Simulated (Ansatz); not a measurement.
NbSi₂. A set of calculations on one system.

Space group P6_222.

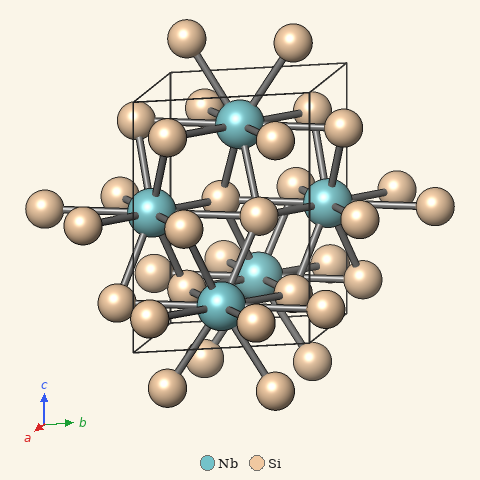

The conventional cell.

Input file:

```
crystal:
  lattice:
    - [4.819, 0.0, 0.0]
    - [-2.4095, 4.1733764208, 0.0]
    - [0.0, 0.0, 6.592]
  atoms:
    - { symbol: Nb, position: [0.5, 0.0, 0.5] }
    - { symbol: Nb, position: [0.5, 0.5, 0.8333333333] }
    - { symbol: Nb, position: [0.0, 0.5, 0.1666666667] }
    - { symbol: Si, position: [0.1599, 0.3198, 0.5] }
    - { symbol: Si, position: [0.8401, 0.1599, 0.8333333333] }
    - { symbol: Si, position: [0.6802, 0.8401, 0.1666666667] }
    - { symbol: Si, position: [0.8401, 0.6802, 0.5] }
    - { symbol: Si, position: [0.1599, 0.8401, 0.8333333333] }
    - { symbol: Si, position: [0.3198, 0.1599, 0.1666666667] }
basis:
  ecutwfc: 420
  fft_grid_basis: typed
kpoints:
  mp_grid: { grid: [9, 9, 6] }
hamiltonian:
  xc: pbe
  pseudopotentials: { kind: paw }
scf:
  occupations: { method: gaussian, width: 0.05 }
output:
  forces: true
  stress: true
  eigenvalues: true
  bader: true
  write_density: true
  volumetric_format: npy
  elf: true
```

Command:

```sh
ansatz run input.yaml --threads 2 --pin off --max-ram 4096MiB --backend cpu --events-out ev --progress --plain --runs-dir out
```

The picture shows the conventional cell (a = 4.82 Å, b = 4.82 Å, c = 6.59 Å, α = 90.00°, β = 90.00°, γ = 120.00°).

All numbers below come from DFT PBE, scalar-relativistic, plane waves, PAW (Ansatz 0.2.0).

Core electrons are frozen (PAW), so the maps are meaningful between the atoms, not at the nuclei.

## 1. Bonding charge

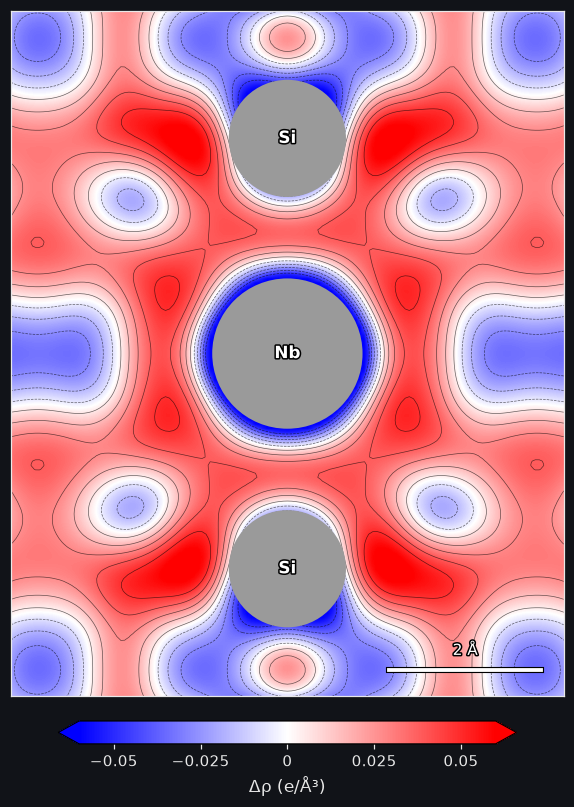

Density of the crystal less the sum of free-atom densities: a map on the (110) plane of the conventional cell, with grey discs over the atomic cores. Cores are masked to 1.0 Å (Nb) and 0.8 Å (Si).

Read the map: where is density gained and where lost?

Answer. Si–Si (2.57 Å): Δρ is +0.05 e/Å³ at the midpoint.
Nb–Si (2.62 Å): Δρ is +0.05 e/Å³ at the midpoint (this contact isn't in the plane drawn).
Nb–Nb (3.26 Å): Δρ is +0.03 e/Å³ at the midpoint (this contact isn't in the plane drawn).
Over the whole cell, outside the masked cores, the largest gain, 0.07 e/Å³, lies 1.2 Å from a silicon nucleus and 1.5 Å from a niobium one, and the largest loss lies at the edge of the masked core of Si.
The rearranged charge, half the integral of |Δρ|, is about 0.25 e an atom.
Bader charges: Nb +0.81 and Si −0.41 e. Among metals such charges hang on how the charge between the atoms is shared out.

## 2. States by energy

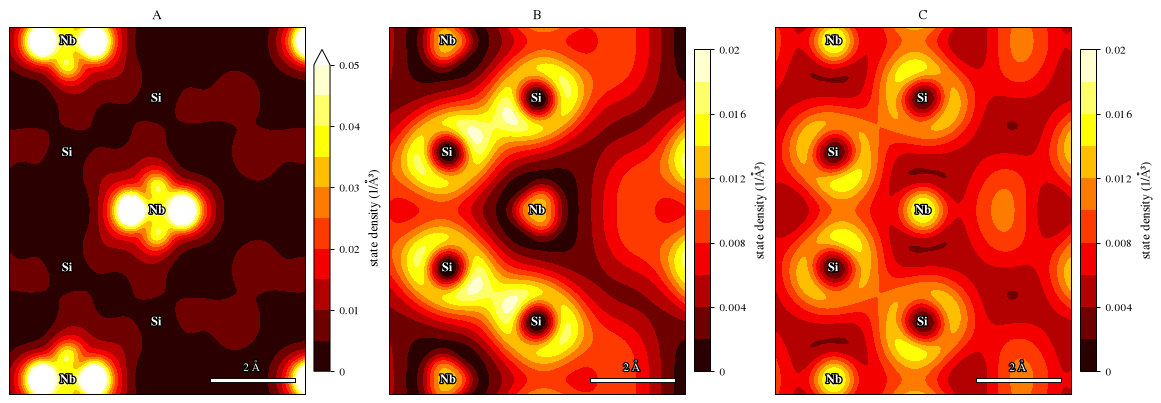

NbSi₂: densities of the states in three energy windows, on the (110) plane of the conventional cell.

Match the panels to the energy ranges (zero at the Fermi level): −12.7 to −8.4 eV, −8.4 to −4.2 eV and 0.0 to +1.2 eV.

Answer. Panel A: 0.0 to +1.2 eV, the empty states just over the Fermi level, mainly Nb 4d (75 %) and Si 3p (20 %).
Panel B: −12.7 to −8.4 eV, the lower third of the occupied valence band, mainly Si 3s (50 %), Si 3p (25 %) and Nb 4d (10 %).
Panel C: −8.4 to −4.2 eV, the middle third of the occupied valence band, mainly Si 3p (45 %), Si 3s (30 %) and Nb 4d (25 %).
The characters are Löwdin shares on a minimal set of atomic orbitals. At the bottom of an sp band the diffuse p orbitals of such a set take a share of s-like charge between the atoms, so the p share there is overstated.

## 3. Change of volume

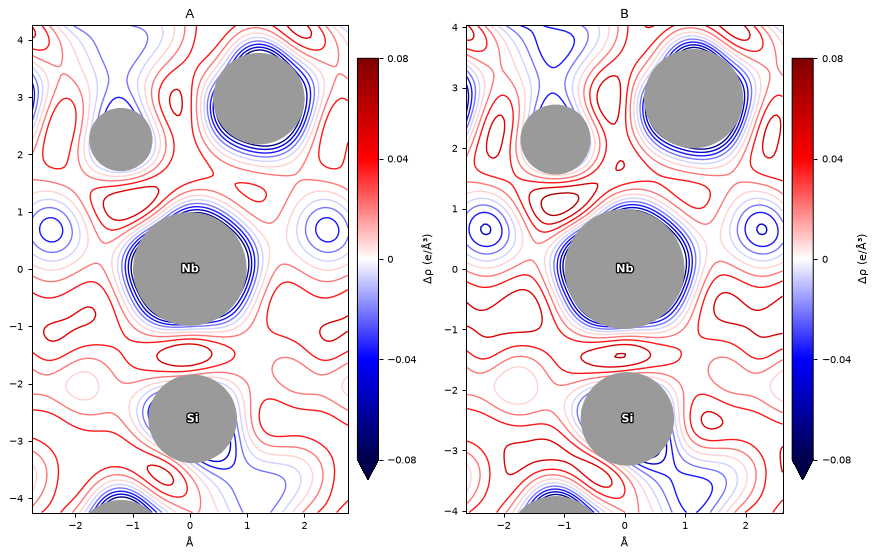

NbSi₂: deformation density on the (101) plane of the conventional cell at two volumes, with the same fractional coordinates and one colour scale. Grey discs cover the cores.

How do the two volumes compare, and how does the bonding charge respond?

Answer. A is the larger cell: B has 85 % of the volume of A. From A to B, Nb–Si goes from 2.62 to 2.48 Å, and Δρ at its midpoint stays at +0.05 e/Å³. The pressure is 0 GPa in A and 41 GPa in B. The rearranged charge is 0.25 e an atom in A and 0.24 e in B.

## 4. Putting it together

The two pressures give a mean stiffness −ΔP/Δln V of about 249 GPa over this range, with the atoms held at their fractional positions.

Run times: 89 s (base cell), 25 s (state densities) and 120 s (scaled cell), on 2 threads of Arm Neoverse N1 (shared host).
